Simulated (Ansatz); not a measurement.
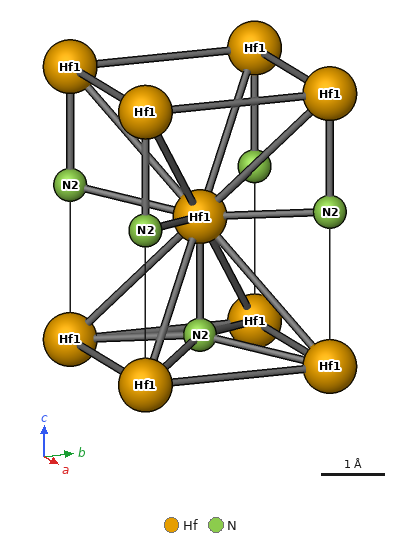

The structure as given in the input (ball-and-stick view of the cell 2 times as large as that of the calculation, set on its symmetry axes, seen slightly off an axis; atoms are numbered from 1 in the order of the input). An atom can appear more than once, as a periodic image.

## What a change does: single-point calculation on HfN

System: HfN (I4mm, 2 atoms in the cell).
Method of the first run: DFT PBEsol, scalar-relativistic, plane waves, PAW, no spin polarisation (Ansatz 0.2.0).

The structure derives from an entry of the Crystallography Open Database. Text and figures count atoms from 1; the logs count them from 0 in places.

## Input, the first run
```yaml
crystal:
  lattice:
    - [0.0, 2.2507757579, 2.2507757579]
    - [2.2507757579, 0.0, 2.2507757579]
    - [2.2507757579, 2.2507757579, 0.0]
  atoms:
    - { symbol: Hf, position: [0.0, 0.0, 0.0] }
    - { symbol: "N", position: [0.4333563108, 0.4333563108, 0.5666436892] }
basis:
  ecutwfc: 420
kpoints:
  mp_grid: { grid: [22, 22, 22] }
hamiltonian:
  xc: pbesol
scf:
  occupations: { method: gaussian, width: 0.15 }
output:
  forces: true
  stress: true
  eigenvalues: true
```

Launched with:
```bash
ansatz run input.yaml --threads 2 --pin off --max-ram 5120MiB --backend cpu --events-out ev --progress --plain --runs-dir out
```

Hardware: 2 threads of AMD EPYC (Zen 3), 189 GiB of memory available, shared host.

## Output, shortened to warnings, some set-up lines, iterations and results (the first run)
```
Basis set: ecut = 420 eV, 459 PW (Γ), exchange–correlation on 48×48×48 points (8 copies of the dense FFT grid, shifted against one another)
Symmetry: 8 space group operations
k-points: 834 of 10648 (time reversal used)
Initial density: superposition of atomic densities (neutral atoms: chi_scale 0, normalization atom), corrected by the library's trained network
[...]
SCF iter   1: F=—  HF=-15979.681908 eV  |F-HF|=—  |Δ(HF+E_count)|=         —  Δρ=1.29e-2  dr2=3.69e-2  ethr=1.77e-3  ⟨swp⟩=4.9  Hψ=70278  notcnv=0
SCF iter   2: F=—  HF=-15979.673134 eV  |F-HF|=—  |Δ(HF+E_count)|=   8.77e-3  Δρ=3.24e-3  dr2=2.09e-3  ethr=1.19e-4  ⟨swp⟩=1.3  Hψ=23647  notcnv=0
SCF iter   3: F=—  HF=-15979.672883 eV  |F-HF|=—  |Δ(HF+E_count)|=   2.51e-4  Δρ=1.23e-3  dr2=2.06e-4  ethr=6.74e-6  ⟨swp⟩=2.0  Hψ=19323  notcnv=0
SCF iter   4: F=—  HF=-15979.672879 eV  |F-HF|=—  |Δ(HF+E_count)|=   4.10e-6  Δρ=2.04e-4  dr2=8.12e-6  ethr=6.64e-7  ⟨swp⟩=2.6  Hψ=29378  notcnv=0
SCF iter   5: F=—  HF=-15979.672877 eV  |F-HF|=—  |Δ(HF+E_count)|=   2.39e-6  Δρ=1.08e-4  dr2=2.25e-6  ethr=2.62e-8  ⟨swp⟩=2.2  Hψ=28931  notcnv=0
SCF iter   6: F=—  HF=-15979.672876 eV  |F-HF|=—  |Δ(HF+E_count)|=   7.44e-7  Δρ=4.57e-5  dr2=4.00e-7  ethr=7.24e-9  ⟨swp⟩=2.0  Hψ=28271  notcnv=0
SCF iter   7: F=-15979.672876 eV  HF=-15979.672876 eV  |F-HF|=7.46e-9  |Δ(HF+E_count)|=   2.38e-7  Δρ=9.44e-6  dr2=1.51e-8  ethr=3.23e-10  ⟨swp⟩=6.9  Hψ=85241  notcnv=0
SCF 1 converged in 7 iterations: F = -15979.672876 eV  dr2 = 1.51e-8
SCF converged after 7 iterations
Free energy (F): -15979.672876 eV
Harris-Foulkes:  -15979.672876 eV  (|F-HF|=7.46e-9)
Internal energy: -15979.665874 eV  (E = F + TS)
E sigma→0 (E₀):  -15979.669375 eV
Entropy (-TS):   -0.007002 eV (-3.501 meV/atom)
Fermi energy:    23.865839 eV
--- Per-component energies (eV) ---
  E_band       = 188.227464
  E_kinetic    = 560.756737
  E_local      = -4730.203367  (includes V_loc(G=0)·N_el)
  E_nonlocal   = -1191.801515
  E_hartree    = 2248.157519
  E_xc         = -359.833971
  E_vxc        = -345.570567  (∫ρ·V_xc dr)
  E_paw        = -6930.731075  (= ΣΔE_a)
  E_vpaw       = 1398.727887  (= ΣTr[D̂ρ^β])
  E_aug_tail   = 0.000094  (compensation charges beyond the density's cutoff)
  E_ewald      = -5577.289485
  E_core_change = 1.279190  (= ΣΔE_core)
  E_smearing   = -0.007002  (= −TS)
  E_closure    = -0.000000  (closes the sum)
  Σ components = -15979.672876   (vs F -15979.672876, Δ=0.00e0)
--- Forces (eV/Å), atoms counted from 1 ---
  atom   1  Hf    -0.00000000    -0.00000000    -4.21160055
  atom   2  N      0.00000000     0.00000000     4.21161862
  max |Σ_I F_I| component: 1.81e-5 eV/Å
--- Stress (GPa, compression-positive) ---
        0.329860       0.000000       0.000000
        0.000000       0.329860       0.000000
        0.000000       0.000000      37.911750
  P = ⅓ Tr σ = 12.8572 GPa (128.572 kbar)
```

The second run used a changed input.

## The two runs side by side

```tsv
quantity	the first run	the second run
outcome	converged	converged
free energy per atom (eV)	−7989.8364	−7988.2815
energy per atom, smearing taken to zero (eV)	−7989.8347	−7988.2797
gap on the mesh (eV)	0.00	0.00
pressure (GPa)	12.86	17.18
largest force (eV/Å)	4.212	4.362
SCF iterations	7	8
irreducible k-points	834	834
plane waves at Γ	459	459
wall time (shared host)	34 s	76 s
```

What was changed in the input?

The change (lines with − go, lines with + come):
```diff
+  hubbard: { sites: [{ species: Hf, l: d, u_eff: 3.0 }], double_counting: fll }
```

The total energies belong to different models, so their difference says nothing on which is more stable or more accurate. The pressure goes from 12.86 to 17.18 GPa. The largest force goes from 4.212 to 4.362 eV/Å. The SCF takes 8 iterations against 7. On the same kind of shared host the second run took about 2.2 times as long. The two runs start from different initial densities, which also moves the count.

## Output, shortened to warnings, some set-up lines, iterations and results (the second run)
```
Basis set: ecut = 420 eV, 459 PW (Γ), exchange–correlation on 48×48×48 points (8 copies of the dense FFT grid, shifted against one another)
Symmetry: 8 space group operations
k-points: 834 of 10648 (time reversal used)
Initial density: superposition of atomic densities (chi_scale 0.1, normalization cell, long waves kept (reshape's long-wave potential 0.00 eV rms))
[...]
SCF iter   1: F=—  HF=-15976.617783 eV  |F-HF|=—  |Δ(HF+E_count)|=         —  Δρ=6.39e-2  dr2=7.70e-1  ethr=2.49e-3  ⟨swp⟩=1.0  Hψ=90395  notcnv=0
SCF iter   2: F=—  HF=-15976.549847 eV  |F-HF|=—  |Δ(HF+E_count)|=   6.79e-2  Δρ=3.41e-2  dr2=1.36e-1  ethr=2.49e-3  ⟨swp⟩=2.0  Hψ=24596  notcnv=0
SCF iter   3: F=—  HF=-15976.564912 eV  |F-HF|=—  |Δ(HF+E_count)|=   1.51e-2  Δρ=1.04e-2  dr2=1.42e-2  ethr=4.38e-4  ⟨swp⟩=1.0  Hψ=23309  notcnv=0
SCF iter   4: F=—  HF=-15976.565334 eV  |F-HF|=—  |Δ(HF+E_count)|=   4.22e-4  Δρ=3.40e-3  dr2=2.20e-3  ethr=4.59e-5  ⟨swp⟩=2.0  Hψ=28970  notcnv=0
SCF iter   5: F=—  HF=-15976.563131 eV  |F-HF|=—  |Δ(HF+E_count)|=   2.20e-3  Δρ=1.71e-3  dr2=5.37e-4  ethr=7.08e-6  ⟨swp⟩=2.0  Hψ=31604  notcnv=0  defer=191
SCF iter   6: F=—  HF=-15976.563097 eV  |F-HF|=—  |Δ(HF+E_count)|=   3.36e-5  Δρ=2.83e-4  dr2=1.36e-5  ethr=1.73e-6  ⟨swp⟩=2.7  Hψ=29417  notcnv=0  defer=191
SCF iter   7: F=—  HF=-15976.563095 eV  |F-HF|=—  |Δ(HF+E_count)|=   1.99e-6  Δρ=5.36e-5  dr2=4.22e-7  ethr=4.38e-8  ⟨swp⟩=2.5  Hψ=28958  notcnv=0  defer=191
SCF iter   8: F=-15976.563095 eV  HF=-15976.563095 eV  |F-HF|=2.42e-8  |Δ(HF+E_count)|=   4.00e-8  Δρ=1.10e-5  dr2=1.42e-8  ethr=3.23e-10  ⟨swp⟩=7.1  Hψ=85297  notcnv=0
SCF 1 converged in 8 iterations: F = -15976.563095 eV  dr2 = 1.42e-8
SCF converged after 8 iterations
Free energy (F): -15976.563095 eV
Harris-Foulkes:  -15976.563095 eV  (|F-HF|=2.42e-8)
Internal energy: -15976.555572 eV  (E = F + TS)
E sigma→0 (E₀):  -15976.559334 eV
Entropy (-TS):   -0.007523 eV (-3.762 meV/atom)
Fermi energy:    24.341475 eV
--- Per-component energies (eV) ---
  E_band       = 188.306493
  E_kinetic    = 560.938516
  E_local      = -4728.640458  (includes V_loc(G=0)·N_el)
  E_nonlocal   = -1191.569949
  E_hartree    = 2246.416104
  E_xc         = -359.949337
  E_vxc        = -345.689130  (∫ρ·V_xc dr)
  E_hubbard    = 3.083490  (on-site DFT+U / exact-exchange correction)
  E_vhub       = 1.817958  (the Hubbard potential's part of the band-sum identity)
  E_paw        = -6930.823737  (= ΣΔE_a)
  E_vpaw       = 1398.620116  (= ΣTr[D̂ρ^β])
  E_aug_tail   = 0.000095  (compensation charges beyond the density's cutoff)
  E_ewald      = -5577.289485
  E_core_change = 1.279190  (= ΣΔE_core)
  E_smearing   = -0.007523  (= −TS)
  E_closure    = -0.000000  (closes the sum)
  Σ components = -15976.563095   (vs F -15976.563095, Δ=0.00e0)
--- Forces (eV/Å), atoms counted from 1 ---
  atom   1  Hf     0.00000000    -0.00000000    -4.36172712
  atom   2  N      0.00000000     0.00000000     4.36173595
  max |Σ_I F_I| component: 8.83e-6 eV/Å
--- Stress (GPa, compression-positive) ---
        4.389234       0.000000       0.000000
        0.000000       4.389234       0.000000
        0.000000      -0.000000      42.766438
  P = ⅓ Tr σ = 17.1816 GPa (171.816 kbar)
Occupation matrices written to [file]
```

For both runs: Spin–orbit coupling is left out, which matters for Hf. The cell holds an odd number of electrons but the run has no spin polarisation, so a band is left half filled.
